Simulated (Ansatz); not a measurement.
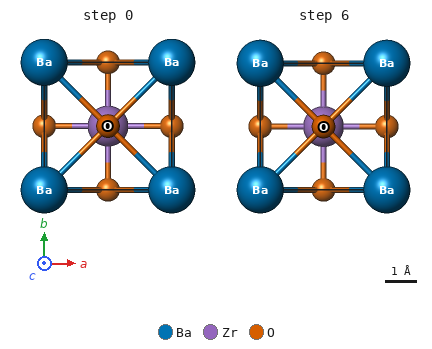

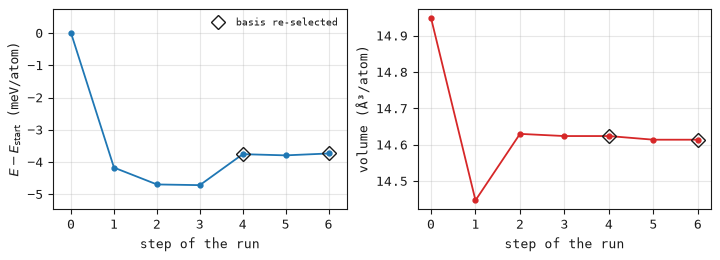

First and last geometry of a relaxation of solid BaZrO$_{3}$ (set up in Pm-3m), with the history of the run. The picture is a ball-and-stick view of the cell of the calculation, seen along the c axis.

Computed with DFT PBEsol, scalar-relativistic, plane waves, PAW (Ansatz).

Input file:
```yaml
crystal:
  lattice:
    - [4.21238715, 0.0, 0.0]
    - [0.0, 4.21238715, 0.0]
    - [0.0, 0.0, 4.21238715]
  atoms:
    - { symbol: Ba, position: [0.0, 0.0, 0.0] }
    - { symbol: Zr, position: [0.5, 0.5, 0.5] }
    - { symbol: O, position: [0.5, 0.0, 0.5] }
    - { symbol: O, position: [0.5, 0.5, 0.0] }
    - { symbol: O, position: [0.0, 0.5, 0.5] }
basis:
  ecutwfc: 420
kpoints:
  mp_grid: { grid: [6, 6, 6] }
hamiltonian:
  xc: pbesol
scf:
  occupations: { method: gaussian, width: 0.02 }
output:
  forces: true
  stress: true
  eigenvalues: true
relax:
  adjacent_minimum: "off"
  f_tol: 0.005
  max_steps: 80
  cell: { stress_tol: 0.05 }
```

Launched with:
```bash
ansatz run input.yaml --threads 8 --pin off --max-ram 14336MiB --backend cpu --events-out ev --progress --plain --runs-dir out
```

**What do the curves and the structures tell?**

It converged. No atom moves by more than 0.005 Å relative to the cell. The volume changes by −2.2 %, with a = b = c 4.212 → 4.181 Å (−0.8 %). Near-neighbour distances that change, for instance: Ba1–O3 2.979 → 2.956 Å, Zr2–O3 2.106 → 2.090 Å. The space group stays Pm-3m (No. 221). After 4 accepted moves (6 points after the start) the energy has fallen by 3.7 meV per atom. All forces vanish by symmetry, so only the cell relaxes. Pressure: −3.52 GPa at the start and 0.00 GPa at the end. The SCF was repeated twice at an unchanged geometry on a basis and grid sized afresh for the cell, which shifted the energy by 1.0 meV per atom at most. The run took 8.6 s on 8 threads of AMD EPYC (Zen 3), with other jobs on the host, peak memory 0.51 GiB.

| step | E − E(0), meV/atom | pressure, GPa | volume, Å³/atom | note |
| --- | --- | --- | --- | --- |
| 0 | 0.00 | -3.52 | 14.949 |  |
| 1 | -4.17 | 2.09 | 14.447 |  |
| 2 | -4.70 | -0.07 | 14.630 |  |
| 3 | -4.72 | 0.00 | 14.624 |  |
| 4 | -3.76 | -0.12 | 14.624 | same geometry, new basis |
| 5 | -3.79 | 0.00 | 14.614 |  |
| 6 | -3.74 | 0.00 | 14.614 | same geometry, new basis |
